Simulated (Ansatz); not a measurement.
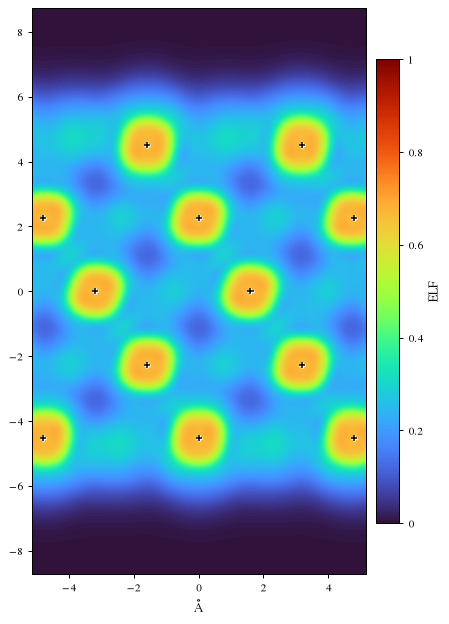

The electron localisation function on a plane through atoms (crosses mark nuclei in the plane).

The calculation used Ansatz, Kohn-Sham DFT of a periodic cell, PBE, Ansatz PAW.

Candidates:
A. Au, a = 2.78 Å, b = 2.78 Å, c = 2.78 Å, α = 90.00°, β = 90.00°, γ = 90.00°. Space group Pm-3m; a generated structure, not necessarily the stable one; computed pressure about −4 GPa in this cell.
B. Pt (slab), a = 2.77 Å, b = 2.77 Å, c = 24.04 Å, α = 90.00°, β = 90.00°, γ = 120.00°. Not relaxed (largest force 0.5 eV/Å).
C. CoO, a = 4.69 Å, b = 4.69 Å, c = 4.69 Å, α = 90.00°, β = 90.00°, γ = 90.00°. Space group F-43m; a generated structure, not necessarily the stable one; built by placing these elements on a known structure type; computed pressure about −12 GPa in this cell; spin-polarised.

> Which candidate gave the map?

Candidate B: Pt on the (110) plane of the calculation cell, a cut from vacuum to vacuum, which holds Pt. Pt–Pt (2.77 Å): the ELF is about 0.30 at the midpoint (no shared electron pair shows on this line).
